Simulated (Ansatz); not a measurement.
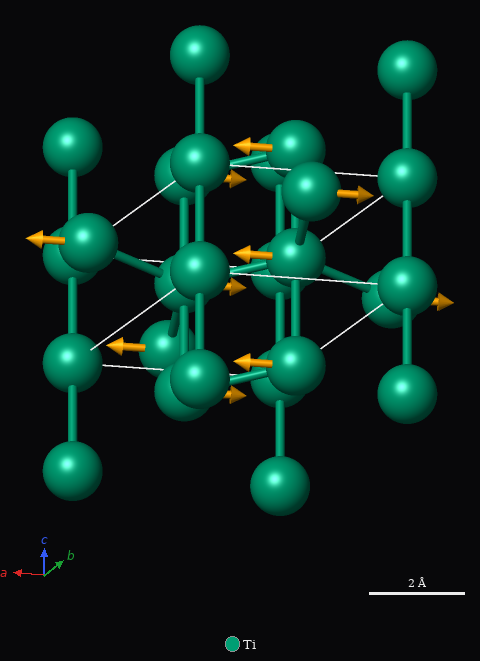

Normal modes of a crystal of Ti relaxed at 7 GPa, space group P6/mmm (No. 191), at the zone centre. The optical levels lie at 130, 197 (×2), 207 (×2), 231 cm⁻¹. One mode is drawn. The orange arrows give the relative displacements of the atoms. A ball-and-stick model of the cell of the calculation, seen from a free direction.

Level of theory: DFT PBEsol, scalar-relativistic, plane waves, PAW (Ansatz 0.2.0). Settings: plane-wave cutoff 420 eV; k-point mesh 12 × 12 × 14; occupations fermi dirac; smearing width 0.15 eV; target pressure 7 GPa; no spin polarisation.

The frequencies depend somewhat on the k-mesh and the smearing.

To which level does it belong?

The level at 207 cm⁻¹. This is the E₂g mode (doubly degenerate; one member of the set is drawn), optical level 3 of 4, counted from below, Raman-active by symmetry. The Ti (1a) atoms stay at rest; all motion is along a; atoms of one kind move against one another, with no net shift of their sublattice.
